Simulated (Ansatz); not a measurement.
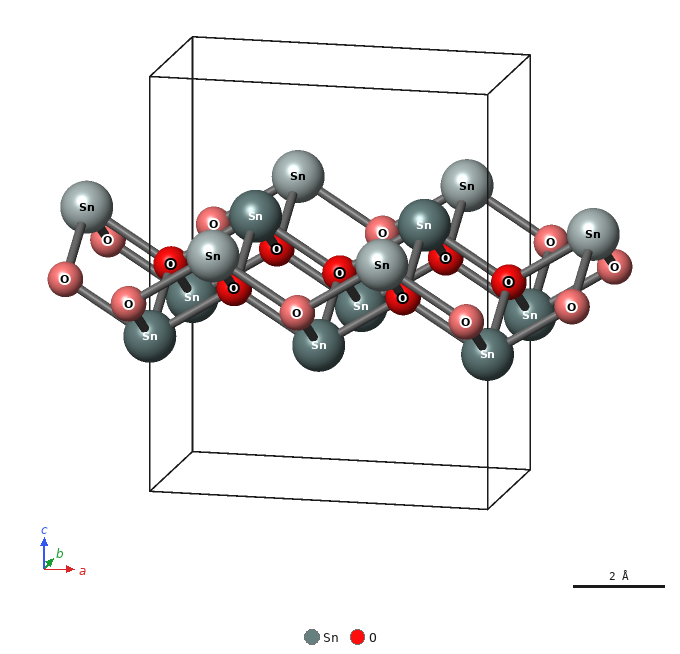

**Figure 1.** The input geometry (ball-and-stick view of the 2 × 1 repeat of the cell, with the vacuum cut short, seen slightly off an axis; neighbours outside the cell are drawn fainter). An atom can appear more than once, as a periodic image.

Geometry relaxation, with input and output: SnO (part 1 of 2)

SnO (slab, 4 atoms in the cell), computed with DFT PBE+D3(BJ), scalar-relativistic, plane waves, PAW, no spin polarisation (Ansatz 0.2.0).

The structure derives from an entry of the Crystallography Open Database. It belongs to a series of runs on one base structure; here: strain along y +0.050, atoms relaxed.

**The input**
```yaml
crystal:
  lattice:
    - [3.8206509064, 5.6581e-06, 0.0]
    - [-5.2282e-06, 4.0116834517, 0.0]
    - [0.0, 0.0, 30.6344298628]
  atoms:
    - { symbol: Sn, position: [0.9998505514, 0.9998505514, 0.4614165619] }
    - { symbol: O, position: [0.9998515524, 0.4998510996, 0.5000006571] }
    - { symbol: O, position: [0.4998510996, 0.9998515524, 0.5000006571] }
    - { symbol: Sn, position: [0.4998494504, 0.4998494504, 0.5385847822] }
  periodic: [true, true, false]
basis:
  ecutwfc: 420
kpoints:
  mp_grid: { grid: [6, 6, 1] }
  band_path:
    path:
      - [0, 0, 0]
      - [0.5, 0, 0]
      - [0.5, 0.5, 0]
      - [0, 0.5, 0]
      - [0, 0, 0]
      - [0.5, 0.5, 0]
    npoints: 8
hamiltonian:
  xc: pbe
  dispersion: d3bj
scf:
  occupations: { method: gaussian, width: 0.02 }
output:
  forces: true
  stress: true
  eigenvalues: true
  write_density: true
  write_potential: true
  elf: true
  volumetric_format: npy
relax:
  adjacent_minimum: "off"
  f_tol: 0.01
  max_steps: 40
```

Machine: 2 threads of AMD EPYC (Zen 5), 32 GiB of memory available, shared host.

Launched with:
```bash
ansatz run input.yaml --threads 2 --pin off --max-ram 5120MiB --backend cpu --events-out ev --progress --plain --runs-dir out
```

**Log**
```
Warning: the atoms were moved onto the symmetric positions of the space group found under crystal.symmetry.tolerance 1.0e-5 (fractional; no operation is sought that the atoms, as they stand in a round, miss by more than twice it, and no atom is moved by as much as it), and the run uses the moved positions. Before a round's move an operation carried an atom to 1.34e-5 Å from where it should land, the largest such distance. Atom 3 (counting from 0) moved farthest, by 2.17e-5 Å; the longest move in fractions of the cell, of whichever atom, is 0.18 of the tolerance, in 1 round. To run the atoms as typed, lower crystal.symmetry.tolerance until the operations that they miss are no longer found, or set crystal.symmetry.detect: false (a key that needs symmetry detection or time reversal refuses this as the deck is read). The positions used, in the order of the run's atom list: position: [0.99985066345, 0.99985066345, 0.4614158898500001]; position: [0.99985066345, 0.49985066345, 0.5]; position: [0.49985066345, 0.99985066345, 0.5]; position: [0.49985066345, 0.49985066345, 0.53858411015]; The lattice was moved too: crystal.lattice misses the space group found at crystal.symmetry.tolerance 1.0e-5 in a digit that the deck types, which is why this is a warning: making the lattice exact moves one of its numbers by a whole unit of that number's last typed decimal, or more. The operation that it misses by the most changes a squared length by the fraction 3.55e-7. The run uses the lattice that is a stretch of the typed one, with no rotation, onto the one that keeps every operation to a double's rounding (on a very oblique basis the stretch itself rounds by more); the deck's lattice vector that moved farthest moved by 3.56e-7 Å. To run the lattice as typed, set crystal.symmetry.tolerance under 3.55e-7, the least fraction by which an operation that the lattice misses changes a squared length (the same key also sets how far an atom may lie from its image, so lowering it can lose operations that the atoms keep only within it), or set crystal.symmetry.detect: false, as for the atoms. crystal.lattice made exact, in Å and degrees: [[3.8206509064004877, 5.318669047632097e-6, 0.0], [-5.584602499984478e-6, 4.011683451699519, 0.0], [0.0, 0.0, 30.6344298628]]. Pasted over the deck's crystal.lattice, beside positions in fractional coordinates, it runs the same cell (given as lengths and angles, that cell in the form's own orientation, a rigid turn of the misfit's size from the one run here, for which a checkpoint.post_process_only pass over this run's state can be refused: where this run relaxes nothing, give such a pass this deck's own crystal.lattice, as typed; behind a relaxation, as crystal.lattice, the state's own cell, identity.cell in its checkpoint.json), and a matrix so pasted ends this notice, except on a very skew basis of the lattice, where the rounding of the pasted numbers themselves can read as a misfit: the cell is then moved again, and that move is told again. The lattice as run is in this notice's lattice.as_run_ang field (Run.prep()["deck_notices"] in Python, the deck_notice line of an events file, deck_notices of ansatz run --dry-run=json, or deck_notices in record.json in the deck's checkpoint.write directory).
Warning: output.stress: scf.convergence.dr2_threshold = 1e-7 eV (the SCF's general default) is looser than the 4e-10 eV advised for a printed stress (1e-10 eV for each atom of the cell: 4). What an SCF threshold leaves in a stress goes as its square root, and in the free energy as the threshold itself, and one threshold admits the most on a small cell: of the crystals measured, under no hybrid functional and no lock of the moments, on runs that ended without the residual-converged pass, on stresses that held no estimate of that error, the worst erred by over 100 MPa in a component at 1e-7 eV an atom and by under 5 at 1e-10. Every solve of this run answers to scf.convergence.dr2_threshold, and the tensor of one is reported: a single SCF on the reported geometry and on this run's grids (its basis.xc_grid and basis.ecutrho_ratio typed), with scf.convergence.dr2_threshold at 4e-10 eV or tighter, prints it and tightens no other solve. Else set scf.convergence.dr2_threshold to 4e-10 eV or tighter. The threshold is an SCF's pass mark: one that does not reach it within its budget of iterations ends unconverged, or closes short of it on a stop that the run arms, and scf.convergence.dr2_threshold's page says what that costs each kind of run
Engine: ansatz 0.2.0, x86_64-unknown-linux-gnu
Pseudopotentials: kind: paw
Pseudopotential: Sn, paw, valence charge 14, recommended cutoff 420 eV (normal), Sn.paw.azcp
Pseudopotential: O, paw, valence charge 6, recommended cutoff 420 eV (normal), O.paw.azcp
Functional definition: PBE
  parameter kappa = 0.804
  parameter beta = 0.06672455060314922
  exchange = pbe_x(kappa = kappa, mu = beta*pi^2/3)
  correlation = pbe_c(beta = beta)
Crystal: 4 atoms, lattice volume = 469.541 Å³
Basis set: ecut = 420 eV, 9231 PW (Γ), exchange–correlation on 54×54×432 points (8 copies of the dense FFT grid, shifted against one another)
Bands: 24, of which v1, the nominal top of the filled ones, is band 20 counted from 1 (19 counted from 0)
Symmetry: 8 space group operations
Space group: Pmmn (ITA 59), of the structure as read, at distance tolerance 7.8e-5 Å
k-points: 16 of 36
Non-local potential: Sn, projectors of the file, l = 0: 2, l = 1: 2, l = 2: 2, l = 3: 2
Non-local potential: O, projectors of the file, l = 0: 2, l = 1: 2, l = 2: 1
PAW form: soft (Blöchl's): semilocal exchange-correlation on the pseudo side does not see the compensation charge
PAW one-centre angular grid: Sn, 590 points (default); XC on 64 Gauss nodes
PAW one-centre angular grid: O, 110 points (default); XC on 64 Gauss nodes
Initial density: superposition of atomic densities (neutral atoms: chi_scale 0, normalization atom), corrected by the library's trained network
Initial wavefunctions: pseudopotential atomic-orbital guess
Functional: x = pbe(κ = 0.804, μ = 0.2195149727645171), c = pbe(β = 0.06672455060314922)
SCF iter   1: F=—  HF=-13183.753717 eV  |F-HF|=—  |Δ(HF+E_count)|=         —  Δρ=2.14e-3  dr2=5.86e-2  ethr=1.77e-3  ⟨swp⟩=10.1  Hψ=2168  notcnv=0
preconditioner: auto → Resta (q_TF=auto, 1.810 Å⁻¹)  ε∞=1.4  [insulator: Δε(μ)=2.858 eV  Ē_g=17.247 eV  σ=0.020 eV  W_gap=1.00  n_scr=48 (ndim 8)  ℏωp=10.8 eV  f_vac=0.790  D(μ)=0.00/eV (n_scr^D=0)  ε∞_Penn≈1.4  vacuum switching on, ρ_ref=2.2e-2 e/Å³]
SCF iter   2: F=—  HF=-13183.751723 eV  |F-HF|=—  |Δ(HF+E_count)|=   1.99e-3  Δρ=2.99e-3  dr2=4.69e-2  ethr=1.47e-4  ⟨swp⟩=4.7  Hψ=1124  notcnv=0
SCF iter   3: F=—  HF=-13183.742646 eV  |F-HF|=—  |Δ(HF+E_count)|=   9.08e-3  Δρ=3.21e-4  dr2=1.08e-3  ethr=1.17e-4  ⟨swp⟩=3.3  Hψ=610  notcnv=0
SCF iter   4: F=—  HF=-13183.744457 eV  |F-HF|=—  |Δ(HF+E_count)|=   1.81e-3  Δρ=1.37e-4  dr2=1.48e-4  ethr=2.69e-6  ⟨swp⟩=3.8  Hψ=954  notcnv=0
SCF iter   5: F=—  HF=-13183.744872 eV  |F-HF|=—  |Δ(HF+E_count)|=   4.14e-4  Δρ=4.53e-5  dr2=1.06e-5  ethr=3.70e-7  ⟨swp⟩=4.0  Hψ=908  notcnv=0
iter 6 did not close the SCF: its close was put off until two iterations running show no level that it waits for move by more than its bar (scf_convergence_deferred on its scf_iter line)
SCF iter   6: F=-13183.744899 eV  HF=-13183.744899 eV  |F-HF|=3.12e-7  |Δ(HF+E_count)|=   2.70e-5  Δρ=1.25e-5  dr2=1.10e-6  ethr=6.25e-9  ⟨swp⟩=23.9  Hψ=4598  notcnv=0
iter 7 did not close the SCF: its close was put off until two iterations running show no level that it waits for move by more than its bar (scf_convergence_deferred on its scf_iter line)
SCF iter   7: F=-13183.744900 eV  HF=-13183.744900 eV  |F-HF|=1.36e-7  |Δ(HF+E_count)|=   9.06e-7  Δρ=1.67e-6  dr2=1.65e-8  ethr=2.76e-9  ⟨swp⟩=13.0  Hψ=3679  notcnv=0
iter 8 did not close the SCF: its close was put off until two iterations running show no level that it waits for move by more than its bar (scf_convergence_deferred on its scf_iter line)
SCF iter   8: F=-13183.744900 eV  HF=-13183.744900 eV  |F-HF|=7.31e-10  |Δ(HF+E_count)|=   1.45e-7  Δρ=1.47e-7  dr2=1.01e-10  ethr=4.13e-11  ⟨swp⟩=9.2  Hψ=2832  notcnv=0
iter 9 did not close the SCF: its close was put off until two iterations running show no level that it waits for move by more than its bar (scf_convergence_deferred on its scf_iter line)
SCF iter   9: F=-13183.744900 eV  HF=-13183.744900 eV  |F-HF|=0.00e0  |Δ(HF+E_count)|=  6.71e-10  Δρ=3.96e-8  dr2=6.49e-12  ethr=1.00e-12  ⟨swp⟩=6.7  Hψ=2216  notcnv=0
SCF iter  10: F=-13183.744900 eV  HF=-13183.744900 eV  |F-HF|=1.09e-11  |Δ(HF+E_count)|=  6.91e-11  Δρ=7.15e-9  dr2=1.78e-13  ethr=1.00e-12  ⟨swp⟩=6.1  Hψ=1861  notcnv=0
SCF 1 converged in 10 iterations: F = -13183.744900 eV  dr2 = 1.78e-13
  greatest PAW one-centre occupation: 0.993 electrons in one spin orbital (limit 2), on the Sn atom at site 3 (counted from 0), in its partial waves of l = 2
relax step   1: F+E_penalty+E_count = -13183.74489995 eV  Δ(F+E_penalty+E_count) = +0.000e0 eV  max|allowed force component| = 4.669e-1 eV/Å  Δτ_max = 0.0000 Å  (10 SCF iters, dr2 threshold 2.50e-6 eV, accepted)
Initial density: handed on by an earlier stage of this run
Initial wavefunctions: those handed on with the density
iter 1 solved again at ethr=1.12e-4 eV; its pass at ethr=3.10e-3 eV (dr2=4.48e-2 eV) is discarded
SCF iter   1: F=—  HF=-13183.769875 eV  |F-HF|=—  |Δ(HF+E_count)|=         —  Δρ=2.50e-3  dr2=4.28e-2  ethr=1.12e-4  ⟨swp⟩=2.9  Hψ=1792  notcnv=0
preconditioner: auto → Resta (q_TF=auto, 1.810 Å⁻¹)  ε∞=1.4  [insulator: Δε(μ)=2.681 eV  Ē_g=17.568 eV  σ=0.020 eV  W_gap=1.00  n_scr=48 (ndim 8)  ℏωp=10.8 eV  f_vac=0.791  D(μ)=0.00/eV (n_scr^D=0)  ε∞_Penn≈1.4  vacuum switching on, ρ_ref=2.2e-2 e/Å³]
SCF iter   2: F=—  HF=-13183.757040 eV  |F-HF|=—  |Δ(HF+E_count)|=   1.28e-2  Δρ=1.66e-3  dr2=8.83e-3  ethr=1.07e-4  ⟨swp⟩=4.6  Hψ=876  notcnv=0
SCF iter   3: F=—  HF=-13183.756285 eV  |F-HF|=—  |Δ(HF+E_count)|=   7.56e-4  Δρ=1.01e-3  dr2=5.29e-3  ethr=2.21e-5  ⟨swp⟩=4.2  Hψ=893  notcnv=0
SCF iter   4: F=—  HF=-13183.755261 eV  |F-HF|=—  |Δ(HF+E_count)|=   1.02e-3  Δρ=2.66e-4  dr2=2.05e-4  ethr=1.32e-5  ⟨swp⟩=2.4  Hψ=584  notcnv=0
SCF iter   5: F=—  HF=-13183.755304 eV  |F-HF|=—  |Δ(HF+E_count)|=   4.31e-5  Δρ=6.47e-5  dr2=1.47e-5  ethr=5.14e-7  ⟨swp⟩=3.2  Hψ=788  notcnv=0
SCF iter   6: F=-13183.755307 eV  HF=-13183.755307 eV  |F-HF|=6.33e-7  |Δ(HF+E_count)|=   3.51e-6  Δρ=1.59e-5  dr2=9.13e-7  ethr=3.41e-8  ⟨swp⟩=20.9  Hψ=5150  notcnv=0
SCF 2 converged in 6 iterations: F = -13183.755307 eV  dr2 = 9.13e-7
relax step   2: F+E_penalty+E_count = -13183.75530666 eV  Δ(F+E_penalty+E_count) = -1.041e-2 eV  max|allowed force component| = 5.292e-1 eV/Å  Δτ_max = 0.0645 Å  (6 SCF iters, dr2 threshold 1.36e-5 eV, accepted)
SCF iter   1: F=—  HF=-13183.773133 eV  |F-HF|=—  |Δ(HF+E_count)|=         —  Δρ=9.33e-4  dr2=6.38e-3  ethr=1.58e-4  ⟨swp⟩=4.1  Hψ=1004  notcnv=0
preconditioner: auto → Resta (q_TF=auto, 1.810 Å⁻¹)  ε∞=1.4  [insulator: Δε(μ)=2.754 eV  Ē_g=17.474 eV  σ=0.020 eV  W_gap=1.00  n_scr=48 (ndim 8)  ℏωp=10.8 eV  f_vac=0.788  D(μ)=0.00/eV (n_scr^D=0)  ε∞_Penn≈1.4  vacuum switching on, ρ_ref=2.2e-2 e/Å³]
SCF iter   2: F=—  HF=-13183.771601 eV  |F-HF|=—  |Δ(HF+E_count)|=   1.53e-3  Δρ=7.14e-4  dr2=1.54e-3  ethr=1.60e-5  ⟨swp⟩=3.9  Hψ=1048  notcnv=0
SCF iter   3: F=—  HF=-13183.771508 eV  |F-HF|=—  |Δ(HF+E_count)|=   9.24e-5  Δρ=4.16e-4  dr2=9.53e-4  ethr=3.84e-6  ⟨swp⟩=3.5  Hψ=847  notcnv=0
SCF iter   4: F=—  HF=-13183.771330 eV  |F-HF|=—  |Δ(HF+E_count)|=   1.79e-4  Δρ=1.20e-4  dr2=4.57e-5  ethr=2.38e-6  ⟨swp⟩=2.6  Hψ=573  notcnv=0
SCF iter   5: F=-13183.771334 eV  HF=-13183.771333 eV  |F-HF|=5.32e-7  |Δ(HF+E_count)|=   3.32e-6  Δρ=2.60e-5  dr2=1.90e-6  ethr=4.38e-8  ⟨swp⟩=21.2  Hψ=5097  notcnv=0
SCF 3 converged in 5 iterations: F = -13183.771334 eV  dr2 = 1.90e-6
relax step   3: F+E_penalty+E_count = -13183.77133358 eV  Δ(F+E_penalty+E_count) = -1.603e-2 eV  max|allowed force component| = 8.041e-2 eV/Å  Δτ_max = 0.0288 Å  (5 SCF iters, dr2 threshold 1.75e-5 eV, accepted)
SCF iter   1: F=—  HF=-13183.772763 eV  |F-HF|=—  |Δ(HF+E_count)|=         —  Δρ=3.58e-4  dr2=7.65e-4  ethr=1.99e-5  ⟨swp⟩=2.9  Hψ=922  notcnv=0
preconditioner: auto → Resta (q_TF=auto, 1.810 Å⁻¹)  ε∞=1.4  [insulator: Δε(μ)=2.785 eV  Ē_g=17.464 eV  σ=0.020 eV  W_gap=1.00  n_scr=48 (ndim 8)  ℏωp=10.8 eV  f_vac=0.788  D(μ)=0.00/eV (n_scr^D=0)  ε∞_Penn≈1.4  vacuum switching on, ρ_ref=2.2e-2 e/Å³]
SCF iter   2: F=—  HF=-13183.772464 eV  |F-HF|=—  |Δ(HF+E_count)|=   2.99e-4  Δρ=1.48e-4  dr2=9.38e-5  ethr=1.91e-6  ⟨swp⟩=2.4  Hψ=669  notcnv=0
SCF iter   3: F=—  HF=-13183.772468 eV  |F-HF|=—  |Δ(HF+E_count)|=   3.98e-6  Δρ=4.59e-5  dr2=9.46e-6  ethr=2.34e-7  ⟨swp⟩=3.1  Hψ=627  notcnv=0
SCF iter   4: F=—  HF=-13183.772468 eV  |F-HF|=—  |Δ(HF+E_count)|=   3.34e-7  Δρ=3.68e-5  dr2=6.70e-6  ethr=2.36e-8  ⟨swp⟩=3.2  Hψ=815  notcnv=0
SCF iter   5: F=—  HF=-13183.772467 eV  |F-HF|=—  |Δ(HF+E_count)|=   8.82e-7  Δρ=1.43e-5  dr2=1.12e-6  ethr=1.68e-8  ⟨swp⟩=2.1  Hψ=476  notcnv=0
SCF iter   6: F=-13183.772467 eV  HF=-13183.772467 eV  |F-HF|=3.23e-8  |Δ(HF+E_count)|=   1.04e-7  Δρ=3.20e-6  dr2=5.18e-8  ethr=1.01e-9  ⟨swp⟩=16.6  Hψ=3839  notcnv=0
SCF 4 converged in 6 iterations: F = -13183.772467 eV  dr2 = 5.18e-8
relax step   4: F+E_penalty+E_count = -13183.77246711 eV  Δ(F+E_penalty+E_count) = -1.134e-3 eV  max|allowed force component| = 1.754e-2 eV/Å  Δτ_max = 0.0102 Å  (6 SCF iters, dr2 threshold 4.04e-7 eV, accepted)
SCF iter   1: F=—  HF=-13183.772488 eV  |F-HF|=—  |Δ(HF+E_count)|=         —  Δρ=7.53e-5  dr2=3.45e-5  ethr=8.60e-7  ⟨swp⟩=2.0  Hψ=864  notcnv=0
preconditioner: auto → Resta (q_TF=auto, 1.810 Å⁻¹)  ε∞=1.4  [insulator: Δε(μ)=2.790 eV  Ē_g=17.460 eV  σ=0.020 eV  W_gap=1.00  n_scr=48 (ndim 8)  ℏωp=10.8 eV  f_vac=0.788  D(μ)=0.00/eV (n_scr^D=0)  ε∞_Penn≈1.4  vacuum switching on, ρ_ref=2.2e-2 e/Å³]
SCF iter   2: F=—  HF=-13183.772512 eV  |F-HF|=—  |Δ(HF+E_count)|=   2.46e-5  Δρ=3.47e-5  dr2=4.73e-6  ethr=8.62e-8  ⟨swp⟩=2.9  Hψ=762  notcnv=0
SCF iter   3: F=—  HF=-13183.772512 eV  |F-HF|=—  |Δ(HF+E_count)|=   5.25e-7  Δρ=2.18e-5  dr2=2.53e-6  ethr=1.18e-8  ⟨swp⟩=2.9  Hψ=721  notcnv=0
SCF iter   4: F=—  HF=-13183.772511 eV  |F-HF|=—  |Δ(HF+E_count)|=   4.65e-7  Δρ=7.46e-6  dr2=1.79e-7  ethr=6.33e-9  ⟨swp⟩=2.7  Hψ=562  notcnv=0
SCF iter   5: F=-13183.772511 eV  HF=-13183.772511 eV  |F-HF|=7.69e-10  |Δ(HF+E_count)|=   2.35e-8  Δρ=1.69e-6  dr2=1.00e-8  ethr=2.50e-10  ⟨swp⟩=15.6  Hψ=3666  notcnv=0
SCF 5 converged in 5 iterations: F = -13183.772511 eV  dr2 = 1.00e-8
relax step   5: F+E_penalty+E_count = -13183.77251116 eV  Δ(F+E_penalty+E_count) = -4.405e-5 eV  max|allowed force component| = 7.780e-5 eV/Å  Δτ_max = 0.0020 Å  (5 SCF iters, accepted)
```

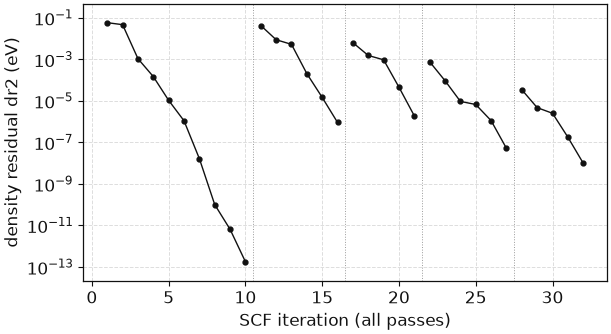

**Figure 2.** Convergence of the self-consistent field: density residual dr2 against the SCF iteration. The dotted lines part the SCF passes of the relaxation: geometry steps, rejected trials and re-solves on a re-selected basis. The 5 passes take 5 to 10 iterations each, 32 in all.
